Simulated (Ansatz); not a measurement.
**CdS4: what a guessed cell relaxes into**

Aim: relax a trial structure of CdS4 and see where it ends.

Program: Ansatz 0.2.0. Level of theory: DFT PBE, scalar-relativistic, plane waves, PAW. These are calculated values, not measurements.

## 1. The structure to begin with

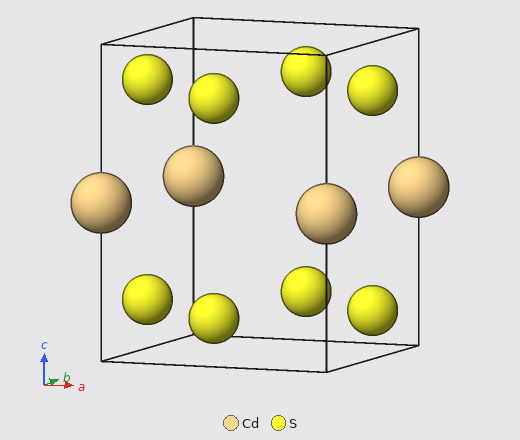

Start, viewed slightly off an axis; cadmium orange, sulfur yellow. Atoms on the faces are drawn again on the opposite ones.

Coordinates:

```cif
data_structure
_symmetry_space_group_name_H-M 'P4/mmm'
_symmetry_Int_Tables_number 123
_cell_length_a 4.6883
_cell_length_b 4.6883
_cell_length_c 6.1499
_cell_angle_alpha 90.000
_cell_angle_beta 90.000
_cell_angle_gamma 90.000
_cell_volume 135.18
loop_
_atom_site_label
_atom_site_type_symbol
_atom_site_symmetry_multiplicity
_atom_site_Wyckoff_symbol
_atom_site_fract_x
_atom_site_fract_y
_atom_site_fract_z
_atom_site_occupancy
Cd1 Cd 1 b 0.00000 0.00000 0.50000 1
S1 S 4 i 0.00000 0.50000 0.15301 1
```

The cell is invented: random cell by space group and Wyckoff sites (P4/mmm, No. 123). Its size is a rough estimate.

## 2. Probe: one point on a coarse mesh

File input.yaml:

```yaml
crystal:
  lattice:
    - [4.68834125, 0.0, 0.0]
    - [0.0, 4.68834125, 0.0]
    - [0.0, 0.0, 6.14994718]
  atoms:
    - { symbol: Cd, position: [0.0, 0.0, 0.5] }
    - { symbol: S, position: [0.0, 0.5, 0.15300619] }
    - { symbol: S, position: [0.5, 0.0, 0.15300619] }
    - { symbol: S, position: [0.0, 0.5, 0.84699381] }
    - { symbol: S, position: [0.5, 0.0, 0.84699381] }
basis:
  ecutwfc: 420
kpoints:
  mp_grid: { grid: [4, 4, 4] }
hamiltonian:
  xc: pbe
scf:
  occupations: { method: gaussian, width: 0.1 }
  lower_state_search: "off"
output:
  forces: true
  stress: true
  eigenvalues: true
```

Started as:

```bash
ansatz run input.yaml --threads 1 --pin off --max-ram 2560MiB --backend cpu --events-out ev --progress --plain --runs-dir out
```

What it wrote, shortened:

```text
[...]
SCF converged after 7 iterations
Free energy (F): -11861.344177 eV
[...]
E sigma→0 (E₀):  -11861.338041 eV
Entropy (-TS):   -0.012271 eV (-2.454 meV/atom)
Fermi energy:    4.892884 eV
[...]
--- Forces (eV/Å), atoms counted from 1 ---
  atom   1  Cd     0.00000000     0.00000000     0.00000000
  atom   2  S      0.00000000     0.00000000     1.59113680
  atom   3  S      0.00000000     0.00000000     1.59113680
  atom   4  S      0.00000000     0.00000000    -1.59113680
  atom   5  S      0.00000000     0.00000000    -1.59113680
[...]
--- Stress (GPa, compression-positive) ---
       -0.641924       0.000000       0.000000
        0.000000      -0.641924       0.000000
        0.000000       0.000000       3.914017
  P = ⅓ Tr σ = 0.8767 GPa (8.767 kbar)
--- Band table (eV; the first three rows and the last of 18) ---
  k-point 0: bands = ["-97.4321", "-58.5119", "-58.5119", "-58.4672", "-11.7111", "-10.8138", "-6.2735", "-4.9885", "-3.4640", "-3.3461", "-3.3461", "-3.3100", "-3.2890", "-1.7200", "-0.3131", "-0.3131", "0.2092", "2.1757", "2.1757", "3.4909", "3.4909", "4.9344", "5.8270", "5.8270", [...]
[...]
```

It took 3.6 s on 1 thread of Intel Xeon Platinum 8259CL at 2.50GHz (Skylake/Cascade Lake), shared host; peak memory 0.44 GiB.

The probe gives pressure 0.9 GPa, largest force 1.59 eV/Å, gap on this mesh none (metal). A guess like this is first relaxed loosely on the coarse mesh.

## 3. Coarse relaxation

Changes to input.yaml since step 2:

```diff
@@ -24 +24,6 @@
   eigenvalues: true
+relax:
+  adjacent_minimum: "off"
+  f_tol: 0.04
+  max_steps: 70
+  cell: { stress_tol: 0.4 }
```

Started as:

```bash
ansatz run input.yaml --threads 1 --pin off --max-ram 2560MiB --backend cpu --events-out ev --progress --plain --runs-dir out
```

What it wrote:

```text
Warning: RAYON_NUM_THREADS=1 ignored (pool sized by the plan → 1); use --threads N
Engine: ansatz 0.2.0, x86_64-unknown-linux-gnu
Pseudopotentials: kind: paw
Pseudopotential: Cd, paw, valence charge 20, recommended cutoff 420 eV (normal), Cd.paw.azcp
Pseudopotential: S, paw, valence charge 6, recommended cutoff 420 eV (normal), S.paw.azcp
Functional definition: PBE
  parameter kappa = 0.804
  parameter beta = 0.06672455060314922
  exchange = pbe_x(kappa = kappa, mu = beta*pi^2/3)
  correlation = pbe_c(beta = beta)
Crystal: 5 atoms, lattice volume = 135.179 Å³
Basis set: ecut = 420 eV, 2621 PW (Γ), exchange–correlation on 64×64×90 points (8 copies of the dense FFT grid, shifted against one another)
Bands: 27, of which v1, the nominal top of the filled ones, is band 22 counted from 1 (21 counted from 0)
Symmetry: 16 space group operations
Space group: P4/mmm (ITA 123), of the structure as read, at distance tolerance 5.1e-5 Å
k-points: 18 of 64
Non-local potential: Cd, projectors of the file, l = 0: 3, l = 1: 2, l = 2: 2, l = 3: 1
Non-local potential: S, projectors of the file, l = 0: 2, l = 1: 2, l = 2: 2
PAW form: soft (Blöchl's): semilocal exchange-correlation on the pseudo side does not see the compensation charge
PAW one-centre angular grid: Cd, 590 points (default); XC on 64 Gauss nodes
PAW one-centre angular grid: S, 110 points (default); XC on 64 Gauss nodes
Initial density: superposition of atomic densities (neutral atoms: chi_scale 0, normalization atom), corrected by the library's trained network
Initial wavefunctions: pseudopotential atomic-orbital guess
Functional: x = pbe(κ = 0.804, μ = 0.2195149727645171), c = pbe(β = 0.06672455060314922)
SCF iter   1: F=—  HF=-11861.361914 eV  |F-HF|=—  |Δ(HF+E_count)|=         —  Δρ=5.18e-3  dr2=4.81e-2  ethr=1.77e-3  ⟨swp⟩=5.4  Hψ=2231  notcnv=0
preconditioner: auto → LDOS  [metal: Δε(μ)=0.049 eV  Ē_g=9.497 eV  σ=0.100 eV  W_gap=0.26  n_scr=28 (ndim 8)  ℏωp=19.2 eV  f_vac=0.084  D(μ)=2.11/eV (n_scr^D=6)  β→1.0]
SCF iter   2: F=—  HF=-11861.353147 eV  |F-HF|=—  |Δ(HF+E_count)|=   8.77e-3  Δρ=3.42e-3  dr2=3.51e-2  ethr=1.09e-4  ⟨swp⟩=2.0  Hψ=1001  notcnv=0  defer=4
SCF iter   3: F=—  HF=-11861.344463 eV  |F-HF|=—  |Δ(HF+E_count)|=   8.68e-3  Δρ=1.00e-3  dr2=3.01e-3  ethr=7.98e-5  ⟨swp⟩=2.0  Hψ=764  notcnv=0  defer=6
SCF iter   4: F=—  HF=-11861.343896 eV  |F-HF|=—  |Δ(HF+E_count)|=   5.67e-4  Δρ=5.97e-4  dr2=5.34e-4  ethr=6.83e-6  ⟨swp⟩=2.1  Hψ=757  notcnv=0  defer=6
SCF iter   5: F=—  HF=-11861.343770 eV  |F-HF|=—  |Δ(HF+E_count)|=   1.26e-4  Δρ=1.54e-4  dr2=3.66e-5  ethr=1.21e-6  ⟨swp⟩=2.0  Hψ=840  notcnv=0  defer=6
SCF iter   6: F=—  HF=-11861.344174 eV  |F-HF|=—  |Δ(HF+E_count)|=   4.04e-4  Δρ=4.13e-5  dr2=1.75e-6  ethr=8.32e-8  ⟨swp⟩=2.1  Hψ=848  notcnv=0  defer=6
SCF iter   7: F=-11861.344177 eV  HF=-11861.344176 eV  |F-HF|=1.03e-7  |Δ(HF+E_count)|=   2.73e-6  Δρ=7.08e-6  dr2=8.97e-8  ethr=2.27e-10  ⟨swp⟩=6.5  Hψ=2551  notcnv=0
SCF 1 converged in 7 iterations: F = -11861.344177 eV  dr2 = 8.97e-8
relax step   1: F+E_penalty+E_count = -11861.34417657 eV  Δ(F+E_penalty+E_count) = +0.000e0 eV  max|allowed force component| = 1.591e0 eV/Å  Δτ_max = 0.0000 Å  P = +0.877 GPa  Ω = 135.179 Å³  (7 SCF iters, dr2 threshold 1.00e-7 eV, accepted)
Crystal: 5 atoms, lattice volume = 129.992 Å³
Basis set: ecut = 420 eV, 2547 PW (Γ), exchange–correlation on 64×64×90 points (8 copies of the dense FFT grid, shifted against one another)
Initial density: handed on by an earlier stage of this run
Initial wavefunctions: those handed on with the density
iter 1 solved again at ethr=9.66e-5 eV; its pass at ethr=3.10e-3 eV (dr2=4.25e-2 eV) is discarded
SCF iter   1: F=—  HF=-11861.581922 eV  |F-HF|=—  |Δ(HF+E_count)|=         —  Δρ=4.82e-3  dr2=4.23e-2  ethr=9.66e-5  ⟨swp⟩=1.0  Hψ=2449  notcnv=0
preconditioner: auto → LDOS  [metal: Δε(μ)=0.068 eV  Ē_g=9.449 eV  σ=0.100 eV  W_gap=0.36  n_scr=28 (ndim 8)  ℏωp=19.5 eV  f_vac=0.073  D(μ)=3.18/eV (n_scr^D=18)  β→1.0]
SCF iter   2: F=—  HF=-11861.575561 eV  |F-HF|=—  |Δ(HF+E_count)|=   6.36e-3  Δρ=2.00e-3  dr2=1.35e-2  ethr=9.62e-5  ⟨swp⟩=2.2  Hψ=796  notcnv=0
SCF iter   3: F=—  HF=-11861.573432 eV  |F-HF|=—  |Δ(HF+E_count)|=   2.13e-3  Δρ=1.22e-3  dr2=3.14e-3  ethr=3.06e-5  ⟨swp⟩=2.0  Hψ=786  notcnv=0
SCF iter   4: F=—  HF=-11861.572458 eV  |F-HF|=—  |Δ(HF+E_count)|=   9.74e-4  Δρ=2.85e-4  dr2=1.34e-4  ethr=7.13e-6  ⟨swp⟩=2.0  Hψ=727  notcnv=0
SCF iter   5: F=—  HF=-11861.572652 eV  |F-HF|=—  |Δ(HF+E_count)|=   1.94e-4  Δρ=9.65e-5  dr2=1.61e-5  ethr=3.05e-7  ⟨swp⟩=2.6  Hψ=859  notcnv=0
SCF iter   6: F=—  HF=-11861.572648 eV  |F-HF|=—  |Δ(HF+E_count)|=   3.95e-6  Δρ=2.83e-5  dr2=6.55e-7  ethr=3.66e-8  ⟨swp⟩=2.2  Hψ=833  notcnv=0
SCF iter   7: F=-11861.572648 eV  HF=-11861.572648 eV  |F-HF|=2.84e-8  |Δ(HF+E_count)|=   1.81e-7  Δρ=4.15e-6  dr2=2.21e-8  ethr=1.14e-9  ⟨swp⟩=6.2  Hψ=2028  notcnv=0
SCF 2 converged in 7 iterations: F = -11861.572648 eV  dr2 = 2.21e-8
relax step   2: F+E_penalty+E_count = -11861.57264819 eV  Δ(F+E_penalty+E_count) = -2.285e-1 eV  max|allowed force component| = 8.597e-1 eV/Å  Δτ_max = 0.0591 Å  P = -0.559 GPa  Ω = 129.992 Å³  energy of the carried Pulay correction = +4.593e-4 eV  (7 SCF iters, dr2 threshold 5.00e-7 eV, accepted)
Crystal: 5 atoms, lattice volume = 122.690 Å³
Basis set: ecut = 420 eV, 2387 PW (Γ), exchange–correlation on 64×64×90 points (8 copies of the dense FFT grid, shifted against one another)
iter 1 solved again at ethr=1.33e-4 eV; its pass at ethr=3.10e-3 eV (dr2=5.87e-2 eV) is discarded
SCF iter   1: F=—  HF=-11861.843267 eV  |F-HF|=—  |Δ(HF+E_count)|=         —  Δρ=6.37e-3  dr2=5.85e-2  ethr=1.33e-4  ⟨swp⟩=1.0  Hψ=2493  notcnv=0
preconditioner: auto → LDOS  [insulator: Δε(μ)=0.163 eV  Ē_g=9.581 eV  σ=0.100 eV  W_gap=0.58  n_scr=28 (ndim 8)  ℏωp=20.1 eV  f_vac=0.060  D(μ)=4.09/eV (n_scr^D=28)  ε∞_Penn≈5.4  β→1.0]
SCF iter   2: F=—  HF=-11861.835299 eV  |F-HF|=—  |Δ(HF+E_count)|=   7.97e-3  Δρ=2.80e-3  dr2=2.12e-2  ethr=1.33e-4  ⟨swp⟩=2.1  Hψ=825  notcnv=0
SCF iter   3: F=—  HF=-11861.830906 eV  |F-HF|=—  |Δ(HF+E_count)|=   4.39e-3  Δρ=1.43e-3  dr2=3.77e-3  ethr=4.83e-5  ⟨swp⟩=2.0  Hψ=783  notcnv=0
SCF iter   4: F=—  HF=-11861.830057 eV  |F-HF|=—  |Δ(HF+E_count)|=   8.49e-4  Δρ=6.18e-4  dr2=5.83e-4  ethr=8.57e-6  ⟨swp⟩=2.2  Hψ=678  notcnv=0
SCF iter   5: F=—  HF=-11861.829920 eV  |F-HF|=—  |Δ(HF+E_count)|=   1.36e-4  Δρ=1.73e-4  dr2=4.36e-5  ethr=1.32e-6  ⟨swp⟩=2.6  Hψ=889  notcnv=0
SCF iter   6: F=—  HF=-11861.830176 eV  |F-HF|=—  |Δ(HF+E_count)|=   2.56e-4  Δρ=1.99e-5  dr2=3.80e-7  ethr=1.14e-9  ⟨swp⟩=5.9  Hψ=2675  notcnv=0
SCF iter   7: F=-11861.830176 eV  HF=-11861.830176 eV  |F-HF|=4.12e-8  |Δ(HF+E_count)|=   3.03e-7  Δρ=5.79e-6  dr2=4.07e-8  ethr=8.63e-10  ⟨swp⟩=2.6  Hψ=1829  notcnv=0
the search or the solves at the SCF's close seem to have found levels that the self-consistency loop had missed (the run counts 1). By its estimate they hold under 1e-12 electrons; where the run keeps them, the occupations were computed again with them
SCF 3 converged in 7 iterations: F = -11861.830176 eV  dr2 = 4.07e-8
relax step   3: F+E_penalty+E_count = -11861.83017637 eV  Δ(F+E_penalty+E_count) = -2.575e-1 eV  max|allowed force component| = 5.844e-1 eV/Å  Δτ_max = 0.0702 Å  P = -0.558 GPa  Ω = 122.690 Å³  energy of the carried Pulay correction = +1.137e-3 eV  (7 SCF iters, dr2 threshold 5.00e-7 eV, accepted)
[... 11 lines left out ...]
relax step   4: F+E_penalty+E_count = -11862.07938488 eV  Δ(F+E_penalty+E_count) = -2.492e-1 eV  max|allowed force component| = 3.380e-1 eV/Å  Δτ_max = 0.0707 Å  P = -0.198 GPa  Ω = 118.088 Å³  energy of the carried Pulay correction = +1.585e-3 eV  (6 SCF iters, dr2 threshold 5.00e-7 eV, accepted)
[... 11 lines left out ...]
relax step   5: F+E_penalty+E_count = -11862.21140159 eV  Δ(F+E_penalty+E_count) = -1.320e-1 eV  max|allowed force component| = 1.704e-1 eV/Å  Δτ_max = 0.0691 Å  P = +0.800 GPa  Ω = 115.471 Å³  energy of the carried Pulay correction = +1.847e-3 eV  (6 SCF iters, dr2 threshold 5.00e-7 eV, accepted)
[... 12 lines left out ...]
relax step   6: F+E_penalty+E_count = -11861.98490188 eV  Δ(F+E_penalty+E_count) = +2.265e-1 eV  max|allowed force component| = 1.252e0 eV/Å  Δτ_max = 0.0283 Å  P = -4.832 GPa  Ω = 129.392 Å³  energy of the carried Pulay correction = +5.137e-4 eV  (6 SCF iters, dr2 threshold 5.00e-7 eV, rejected (line search))
[... 13 lines left out ...]
relax step   7: F+E_penalty+E_count = -11862.20998954 eV  Δ(F+E_penalty+E_count) = +1.412e-3 eV  max|allowed force component| = 2.045e-1 eV/Å  Δτ_max = 0.0023 Å  P = -0.201 GPa  Ω = 118.782 Å³  energy of the carried Pulay correction = +1.516e-3 eV  (8 SCF iters, rejected (line search))
[... 12 lines left out ...]
relax step   8: F+E_penalty+E_count = -11862.21526999 eV  Δ(F+E_penalty+E_count) = -3.868e-3 eV  max|allowed force component| = 5.191e-2 eV/Å  Δτ_max = 0.0045 Å  P = -0.083 GPa  Ω = 117.095 Å³  energy of the carried Pulay correction = +1.684e-3 eV  (6 SCF iters, accepted)
[... 8 lines left out ...]
relax step   9: F+E_penalty+E_count = -11862.21540083 eV  Δ(F+E_penalty+E_count) = -1.308e-4 eV  max|allowed force component| = 1.828e-4 eV/Å  Δτ_max = 0.0014 Å  P = -0.003 GPa  Ω = 117.087 Å³  energy of the carried Pulay correction = +1.684e-3 eV  (4 SCF iters, dr2 threshold 1.68e-7 eV, accepted)
Basis set: ecut = 420 eV, 2301 PW (Γ), exchange–correlation on 72×72×72 points (8 copies of the dense FFT grid, shifted against one another)
Initial wavefunctions: pseudopotential atomic-orbital guess (no wavefunctions were taken with the density)
iter 1 solved again at ethr=2.35e-7 eV; its pass at ethr=3.10e-3 eV (dr2=1.03e-4 eV) is discarded
SCF iter   1: F=—  HF=-11862.214117 eV  |F-HF|=—  |Δ(HF+E_count)|=         —  Δρ=1.71e-4  dr2=4.15e-6  ethr=2.35e-7  ⟨swp⟩=3.1  Hψ=3443  notcnv=0
preconditioner: auto → LDOS  [metal: Δε(μ)=0.021 eV  Ē_g=9.860 eV  σ=0.100 eV  W_gap=0.12  n_scr=26 (ndim 8)  ℏωp=20.6 eV  f_vac=0.062  D(μ)=2.86/eV (n_scr^D=18)  β→1.0]
SCF iter   2: F=—  HF=-11862.214357 eV  |F-HF|=—  |Δ(HF+E_count)|=   2.40e-4  Δρ=5.60e-5  dr2=2.17e-6  ethr=9.44e-9  ⟨swp⟩=2.0  Hψ=855  notcnv=0
SCF iter   3: F=—  HF=-11862.214356 eV  |F-HF|=—  |Δ(HF+E_count)|=   7.42e-7  Δρ=2.44e-5  dr2=4.36e-7  ethr=4.94e-9  ⟨swp⟩=2.1  Hψ=813  notcnv=0
SCF iter   4: F=—  HF=-11862.214356 eV  |F-HF|=—  |Δ(HF+E_count)|=   1.48e-7  Δρ=6.29e-6  dr2=2.85e-8  ethr=9.92e-10  ⟨swp⟩=2.0  Hψ=702  notcnv=0
SCF iter   5: F=-11862.214356 eV  HF=-11862.214356 eV  |F-HF|=7.68e-10  |Δ(HF+E_count)|=   9.76e-9  Δρ=9.75e-7  dr2=9.03e-10  ethr=7.27e-12  ⟨swp⟩=3.2  Hψ=1818  notcnv=0
SCF 10 converged in 5 iterations: F = -11862.214356 eV  dr2 = 9.03e-10
relax step  10: F+E_penalty+E_count = -11862.21435606 eV  Δ(F+E_penalty+E_count) = +1.045e-3 eV  max|allowed force component| = 4.863e-4 eV/Å  Δτ_max = 0.0000 Å  P = -0.006 GPa  Ω = 117.087 Å³  stress off target by 1.17e-2 GPa  SCF on the basis re-selected at this cell (its energy is not comparable with the rows above)  (5 SCF iters)
basis re-selected at this cell: Δ(F+E_penalty+E_count) = +1.045e-3 eV, ΔP = -0.003 GPa vs the last step (what re-selecting the basis moved, of the pressure what is left beyond the Pulay correction that the steps carried, after the strain that the cell walked since its last selection, with what the two solves' SCF thresholds leave and, on support functions, any second-order correction that the steps lacked; it is no measure of the basis error at this ecutwfc). The dense FFT grid was sized anew with the basis: this SCF ran on 36×36×36 points, the steps before it on 32×32×45, so part of this shift can come from that change (see relax.cell in the input reference). This SCF's stress stands 1.17e-2 GPa from its target on what of the cell is left free (relax.cell.stress_tol is 4.00e-1 GPa) and its largest allowed force component is 4.86e-4 eV/Å (relax.f_tol is 4.00e-2 eV/Å): within both
SCF converged after 5 iterations
Free energy (F): -11862.214356 eV
Harris-Foulkes:  -11862.214356 eV  (|F-HF|=7.68e-10)
Internal energy: -11862.200034 eV  (E = F + TS)
E sigma→0 (E₀):  -11862.207195 eV
Entropy (-TS):   -0.014322 eV (-2.864 meV/atom)
Fermi energy:    6.178279 eV
--- Per-component energies (eV) ---
  E_band       = -568.989523
  E_kinetic    = 926.640766
  E_local      = -4950.421459  (includes V_loc(G=0)·N_el)
  E_nonlocal   = 149.990907
  E_hartree    = 2216.333326
  E_xc         = -561.041541
  E_vxc        = -565.789711  (∫ρ·V_xc dr)
  E_paw        = -6485.578093  (= ΣΔE_a)
  E_vpaw       = -562.075104  (= ΣTr[D̂ρ^β])
  E_aug_tail   = 0.000020  (compensation charges beyond the density's cutoff)
  E_ewald      = -3158.123960
  E_smearing   = -0.014322  (= −TS)
  E_closure    = 0.000000  (closes the sum)
  Σ components = -11862.214356   (vs F -11862.214356, Δ=0.00e0)
--- Forces (eV/Å), atoms counted from 1 ---
  atom   1  Cd     0.00000000     0.00000000     0.00000000
  atom   2  S      0.00000000     0.00000000     0.00048625
  atom   3  S      0.00000000     0.00000000     0.00048625
  atom   4  S      0.00000000     0.00000000    -0.00048625
  atom   5  S      0.00000000     0.00000000    -0.00048625
  max |Σ_I F_I| component: 2.21e-29 eV/Å
--- Stress (GPa, compression-positive) ---
       -0.002854       0.000000       0.000000
        0.000000      -0.002854       0.000000
        0.000000       0.000000      -0.011664
  P = ⅓ Tr σ = -0.0058 GPa (-0.058 kbar)
--- Band table (eV; the first three rows and the last of 18) ---
  k-point 0: bands = ["-96.4672", "-57.5440", "-57.5440", "-57.5353", "-9.8440", "-9.0127", "-4.6398", "-3.5931", "-2.7417", "-2.5408", "-2.5302", "-2.5302", "-2.3667", "-0.9744", "0.9475", "1.0018", "1.0018", "3.4739", "3.4739", "5.1987", "5.1987", "6.6100", "7.0296", "7.0296", "10.1598", "10.1598", "10.5692"]
  k-point 1: bands = ["-96.4672", "-57.5439", "-57.5439", "-57.5353", "-9.7171", "-8.9074", "-5.4240", "-4.4915", "-2.5673", "-2.5673", "-2.4061", "-2.3660", "-2.1293", "0.2673", "1.3413", "1.3413", "1.6770", "3.6007", "3.6007", "4.3572", "4.3572", "6.5619", "6.5904", "6.5904", "8.8692", "10.1314", "10.2777"]
  k-point 2: bands = ["-96.4672", "-57.5439", "-57.5439", "-57.5353", "-9.5697", "-8.7883", "-6.0122", "-5.0434", "-2.6023", "-2.6023", "-2.3653", "-2.3596", "-1.8875", "1.8102", "1.8772", "1.8772", "2.6128", "3.3502", "3.3502", "3.8679", "3.8679", "5.5628", "6.1765", "6.1765", "8.4909", "8.5520", "8.8709"]
  k-point 17: bands = ["-96.4671", "-57.5440", "-57.5440", "-57.5353", "-9.1848", "-9.1848", "-5.2434", "-5.2434", "-2.5465", "-2.4368", "-2.4368", "-2.4260", "-2.3460", "0.4433", "0.9560", "1.2807", "2.5232", "2.5232", "3.7564", "3.8763", "4.2738", "6.6836", "6.8836", "7.4544", "7.4544", "10.7111", "12.8746"]
--- Relaxed structure (9 steps of the walk, 7 accepted, 1 SCFs on fresh bases) ---
  F+E_penalty+E_count = -11862.21435606 eV   max|allowed force component| = 4.863e-4 eV/Å   (the final SCF, on the basis selected at the relaxed cell)
  cell:  # Å, volume = 117.0874 Å³
    - [4.8322574363818696, -1.1449630211768903e-33, 0.0]
    - [-1.1449630211768903e-33, 4.8322574363818696, 0.0]
    - [0.0, 0.0, 5.014296137625537]
  atoms:
    - { symbol: Cd, position: [-1.4660115641181084e-34, -5.123051446144795e-35, 0.49999999999999994] }
    - { symbol: S, position: [-7.6022070776772666e-34, 0.5, 0.1972820693403597] }
    - { symbol: S, position: [0.5, 8.292354425835475e-35, 0.1972820693403597] }
    - { symbol: S, position: [-5.959041751870631e-34, 0.5, 0.8027179306596401] }
    - { symbol: S, position: [0.5, 7.522120679363614e-35, 0.8027179306596401] }
```

Run time: 39 s. Hardware: 1 thread of Intel Xeon Platinum 8259CL at 2.50GHz (Skylake/Cascade Lake), shared host; peak memory 0.46 GiB.

Step by step:

```
step  energy from step 1 (eV/cell)  largest force component (eV/Å)  pressure (GPa)  volume (Å³)
   1                        0.0000                          1.5911            0.88       135.18
   2                       -0.2285                          0.8597           -0.56       129.99
   3                       -0.4860                          0.5844           -0.56       122.69
   4                       -0.7352                          0.3380           -0.20       118.09
   5                       -0.8672                          0.1704            0.80       115.47
   6                       -0.6407                          1.2524           -4.83       129.39
   7                       -0.8658                          0.2045           -0.20       118.78
   8                       -0.8711                          0.0519           -0.08       117.10
   9                       -0.8712                          0.0002            0.00       117.09
  10                       -0.8702                          0.0005           -0.01       117.09
```

Step 1 is the start. Step 10 repeats the geometry before it on a plane-wave basis chosen anew for that cell, so its energy need not be comparable with the rows above. Steps 6, 7 were tried and not accepted.

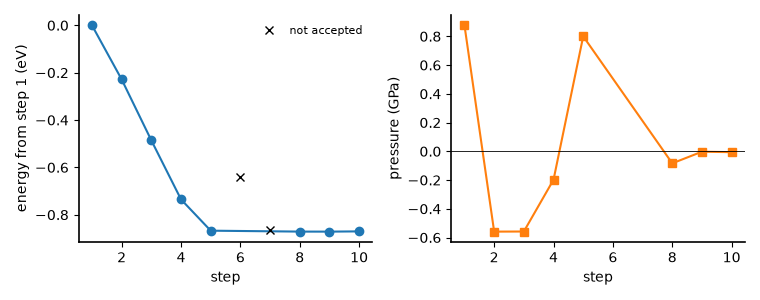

Energy and pressure along the relaxation.

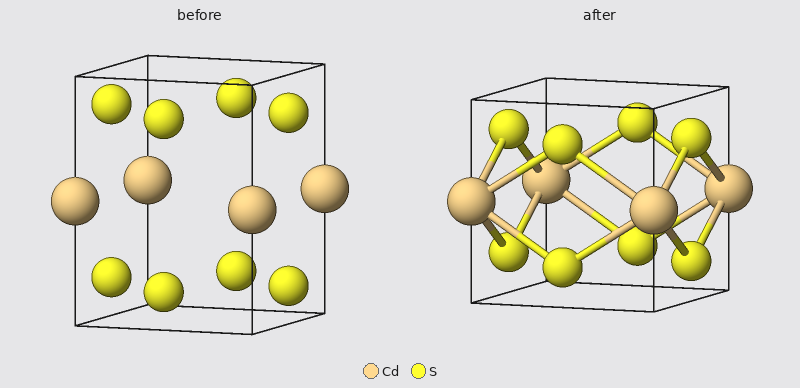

Before and after, at one scale.

|  | before | after | change |
| --- | --- | --- | --- |
| a (Å) | 4.688 | 4.832 | +3.1 % |
| b (Å) | 4.688 | 4.832 | +3.1 % |
| c (Å) | 6.150 | 5.014 | -18.5 % |
| volume (Å³/atom) | 27.04 | 23.42 | -13.4 % |
| shortest distance (Å) | 1.882 | 1.978 | +5.1 % |
| space group (0.01 Å) | P4/mmm | P4/mmm | same |

The run keeps the 16 symmetry operations of the start, so it could not have lowered the symmetry.

[end of part 1 of 2]
